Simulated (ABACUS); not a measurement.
# Band-structure run of SiC (part 1 of 2)

The run: band-structure run of SiC (F-43m, 2 atoms in the cell). Method and program: Kohn-Sham DFT of a periodic cell, r2SCAN, SG15 ONCV 1.2 PBE, no spin polarisation (ABACUS 3.10.1).

The structure derives from an entry of the Crystallography Open Database.

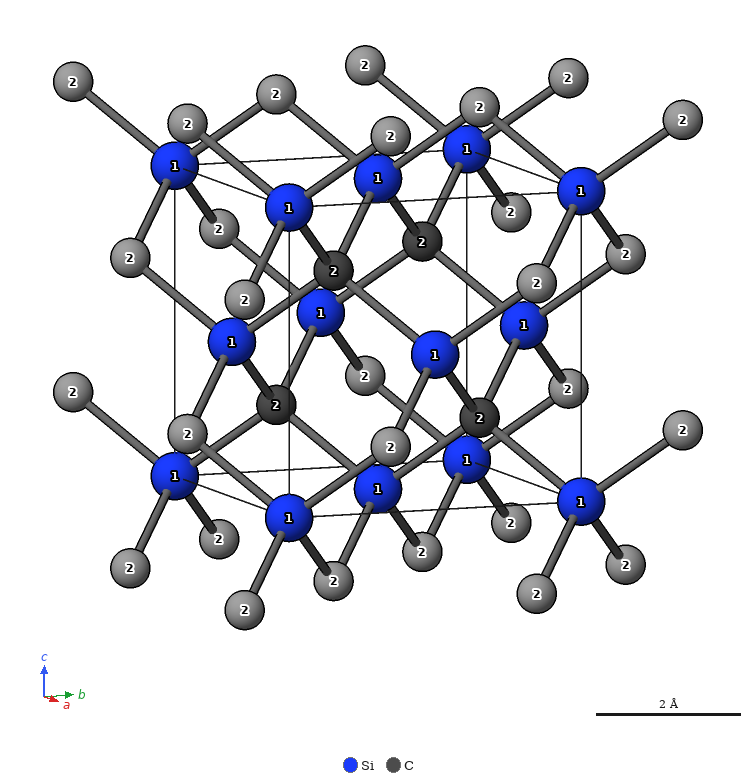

*The structure (ball-and-stick view of the cell 4 times as large as that of the calculation, set on its symmetry axes, seen slightly off an axis; neighbours outside the cell are drawn fainter; atoms are numbered from 1 in the order of the input).*

Near neighbours in the crystal (not all of them lie inside the picture): Si has 4 C at 1.89 Å; C has 4 Si at 1.89 Å.

Input:
```
INPUT_PARAMETERS
suffix              SiC
calculation         scf
basis_type          pw
pseudo_dir          ./
symmetry            1
dft_functional      MGGA_X_R2SCAN+MGGA_C_R2SCAN
ecutwfc             95
pseudo_rcut         10
nspin               1
nbands              14
ks_solver           dav
smearing_method     fd
smearing_sigma      0.00367493
scf_thr             1e-08
scf_nmax            100
mixing_type         broyden
mixing_beta         0.7
cal_force           1
cal_stress          1
mixing_tau          1
out_chg             1
kpar                4
```

File STRU:
```
ATOMIC_SPECIES
Si 28.0850 Si_ONCV_PBE-1.2.upf
C 12.0110 C_ONCV_PBE-1.2.upf

LATTICE_CONSTANT
1.8897261246

LATTICE_VECTORS
0.0000000000 2.1790000000 2.1790000000
2.1790000000 0.0000000000 2.1790000000
2.1790000000 2.1790000000 0.0000000000

ATOMIC_POSITIONS
Direct

Si
0.0
1
0.0000000000 0.0000000000 0.0000000000 1 1 1

C
0.0
1
0.7500000000 0.7500000000 0.7500000000 1 1 1
```

File KPT:
```
K_POINTS
0
Gamma
6 6 6 0 0 0
```

Launch command:
```bash
OMP_NUM_THREADS=1 mpirun -np 4 abacus > log
```

Log:
```
ABACUS v3.10.1

               Atomic-orbital Based Ab-initio Computation at UStc

 ------------------------------------------------------------------------------------

 READING GENERAL INFORMATION
                           global_out_dir = OUT.SiC/
                           global_in_card = INPUT
                               pseudo_dir = ./
                              orbital_dir =
                                    DSIZE = 4
                                    GSIZE = 1

 READING UNITCELL INFORMATION
                                    ntype = 2
                  lattice constant (Bohr) = 1.88973
              lattice constant (Angstrom) = 1

 READING ATOM TYPE 1
                               atom label = Si
                      L=0, number of zeta = 1
                      L=1, number of zeta = 1
                      L=2, number of zeta = 1
             number of atom for this type = 1

 READING ATOM TYPE 2
                               atom label = C
                      L=0, number of zeta = 1
                      L=1, number of zeta = 1
                      L=2, number of zeta = 1
             number of atom for this type = 1

                        TOTAL ATOM NUMBER = 2
DIRECT COORDINATES
    atom                   x                   y                   z     mag                  vx                  vy                  vz
taud_Si1            0.0000000000        0.0000000000        0.0000000000  0.0000        0.0000000000        0.0000000000        0.0000000000
taud_C1            0.7500000000        0.7500000000        0.7500000000  0.0000        0.0000000000        0.0000000000        0.0000000000

                          Volume (Bohr^3) = 139.636
                             Volume (A^3) = 20.6919

 Lattice vectors: (Cartesian coordinate: in unit of a_0)
                   +0              +2.179              +2.179
               +2.179                  +0              +2.179
               +2.179              +2.179                  +0
 Reciprocal vectors: (Cartesian coordinate: in unit of 2 pi/a_0)
            -0.229463           +0.229463           +0.229463
            +0.229463           -0.229463           +0.229463
            +0.229463           +0.229463           -0.229463
 The esolver type has been set to : ksdft_pw

                PAO radial cut off (Bohr) = 10

 Read in pseudopotential file is Si_ONCV_PBE-1.2.upf
                     pseudopotential type = NC
          exchange-correlation functional = PBE
                 nonlocal core correction = 0
                        valence electrons = 4
                                     lmax = 1
                           number of zeta = 0
                     number of projectors = 4
                           L of projector = 0
                           L of projector = 0
                           L of projector = 1
                           L of projector = 1
 XC functional updated to : MGGA_X_R2SCAN+MGGA_C_R2SCAN
          exchange-correlation functional = MGGA_X_R2SCAN+MGGA_C_R2SCAN
                PAO radial cut off (Bohr) = 10

 Read in pseudopotential file is C_ONCV_PBE-1.2.upf
                     pseudopotential type = NC
          exchange-correlation functional = PBE
                 nonlocal core correction = 0
                        valence electrons = 4
                                     lmax = 1
                           number of zeta = 0
                     number of projectors = 4
                           L of projector = 0
                           L of projector = 0
                           L of projector = 1
                           L of projector = 1
 XC functional updated to : MGGA_X_R2SCAN+MGGA_C_R2SCAN
          exchange-correlation functional = MGGA_X_R2SCAN+MGGA_C_R2SCAN
     initial pseudo atomic orbital number = 0

 SETUP THE ELECTRONS NUMBER
            electron number of element Si = 4
      total electron number of element Si = 4
             electron number of element C = 4
       total electron number of element C = 4
            AUTOSET number of electrons:  = 8
                           occupied bands = 4
                                   NBANDS = 14
                                   NLOCAL = 18

 SETUP THE PLANE WAVE BASIS
 energy cutoff for charge/potential (unit:Ry) = 380
            fft grid for charge/potential = [ 40, 40, 40 ]
                        fft grid division = [ 1, 1, 1 ]
        big fft grid for charge/potential = [ 40, 40, 40 ]
                                     nbxx = 64000
                                     nrxx = 64000

 SETUP PLANE WAVES FOR CHARGE/POTENTIAL
                    number of plane waves = 17477
                         number of sticks = 889

 PARALLEL PW FOR CHARGE/POTENTIAL
     PROC   COLUMNS(POT)             PW
        1            889          17477
 --------------- sum -------------------
        1            889          17477
                            number of |g| = 220
                                  max |g| = 34.3299
                                  min |g| = 0

----------- Double Check Mixing Parameters Begin ------------
mixing_type: broyden
mixing_beta: 0.7
mixing_gg0: 1
mixing_gg0_min: 0.1
mixing_ndim: 8
----------- Double Check Mixing Parameters End ------------

 LATTICE VECTORS: (CARTESIAN COORDINATE: IN UNIT OF A0)
                   +0              +2.179              +2.179
               +2.179                  +0              +2.179
               +2.179              +2.179                  +0
                       right hand lattice = 1
                                   NORM_A = 3.08157
                                   NORM_B = 3.08157
                                   NORM_C = 3.08157
                           ALPHA (DEGREE) = 60
                           BETA  (DEGREE) = 60
                           GAMMA (DEGREE) = 60

 The lattice vectors have been changed (STRU_SIMPLE.cif)

(for optimal symmetric configuration:)
                             BRAVAIS TYPE = 3
                     BRAVAIS LATTICE NAME = 03. Cubic F (face-centered)
                                    ibrav = 3
                                    IBRAV = 3
                                  BRAVAIS = FACE CENTERED CUBIC
                       LATTICE CONSTANT A = 4.358
Original cell was already a primitive cell.
                        ROTATION MATRICES = 48
              PURE POINT GROUP OPERATIONS = 24
                   SPACE GROUP OPERATIONS = 24
                                       C2 = 3
                                       C3 = 8
                                       C4 = 0
                                       C6 = 0
                                       S1 = 6
                                       S3 = 0
                                       S4 = 6
                                       S6 = 0
                              POINT GROUP = T_d
                                       C2 = 3
                                       C3 = 8
                                       C4 = 0
                                       C6 = 0
                                       S1 = 6
                                       S3 = 0
                                       S4 = 6
                                       S6 = 0
               POINT GROUP IN SPACE GROUP = T_d

 SETUP K-POINTS
                                    nspin = 1
                   Input type of k points = Monkhorst-Pack(Gamma)
                                   nkstot = 216
                       right hand lattice = 1
(for reciprocal lattice: )
                             BRAVAIS TYPE = 2
                     BRAVAIS LATTICE NAME = 02. Cubic I (body-centered)
                                    ibrav = 2
                       right hand lattice = 1
(for k-lattice: )
                             BRAVAIS TYPE = 2
                     BRAVAIS LATTICE NAME = 02. Cubic I (body-centered)
                                    ibrav = 2
                       right hand lattice = 1
                        ROTATION MATRICES = 48
                               nkstot_ibz = 16
K-POINTS REDUCTION ACCORDING TO SYMMETRY
     IBZ    DIRECT_X    DIRECT_Y    DIRECT_Z  WEIGHT  ibz2bz
       1  0.00000000  0.00000000  0.00000000  0.0046       0
       2  0.16666667  0.16666667  0.16666667  0.0370       1
       3  0.33333333  0.33333333  0.33333333  0.0370       2
       4  0.50000000  0.50000000  0.50000000  0.0185       3
       5  0.16666667  0.16666667  0.00000000  0.0278       7
       6  0.33333333  0.33333333  0.16666667  0.1111       8
       7  0.50000000  0.50000000  0.33333333  0.1111       9
       8  0.50000000  0.33333333  0.33333333  0.1111      10
       9  0.33333333  0.16666667  0.16666667  0.0556      11
      10  0.33333333  0.33333333  0.00000000  0.0278      14
      11  0.50000000  0.50000000  0.16666667  0.1111      15
      12 -0.33333333  0.33333333  0.33333333  0.0556      16
      13  0.50000000  0.50000000  0.00000000  0.0139      21
      14  0.50000000  0.33333333  0.16666667  0.1111      51
      15  0.50000000  0.33333333 -0.33333333  0.1111      52
      16  0.50000000  0.33333333 -0.16666667  0.0556      58

                               nkstot now = 16
[... K-POINTS DIRECT COORDINATES: 16 rows ...]

           k-point number in this process = 4
       minimum distributed K point number = 4
[... stars of the k points ...]

[... K-POINTS CARTESIAN COORDINATES: 4 rows ...]

[... K-POINTS DIRECT COORDINATES: 4 rows ...]

 SETUP PLANE WAVES FOR WAVE FUNCTIONS
     energy cutoff for wavefunc (unit:Ry) = 95
              fft grid for wave functions = [ 40, 40, 40 ]
                    number of plane waves = 2685
                         number of sticks = 253

 PARALLEL PW FOR WAVE FUNCTIONS
     PROC   COLUMNS(POT)             PW
        1            253           2685
 --------------- sum -------------------
        1            253           2685

 SETUP NONLOCAL PSEUDOPOTENTIALS IN PLANE WAVE BASIS
 Si non-local projectors:
 projector 1 L=0
 projector 2 L=0
 projector 3 L=1
 projector 4 L=1
 C non-local projectors:
 projector 1 L=0
 projector 2 L=0
 projector 3 L=1
 projector 4 L=1
      TOTAL NUMBER OF NONLOCAL PROJECTORS = 16

 Init Non-Local PseudoPotential table :
 Init Non-Local-Pseudopotential done.

                                     npwx = 2186
```
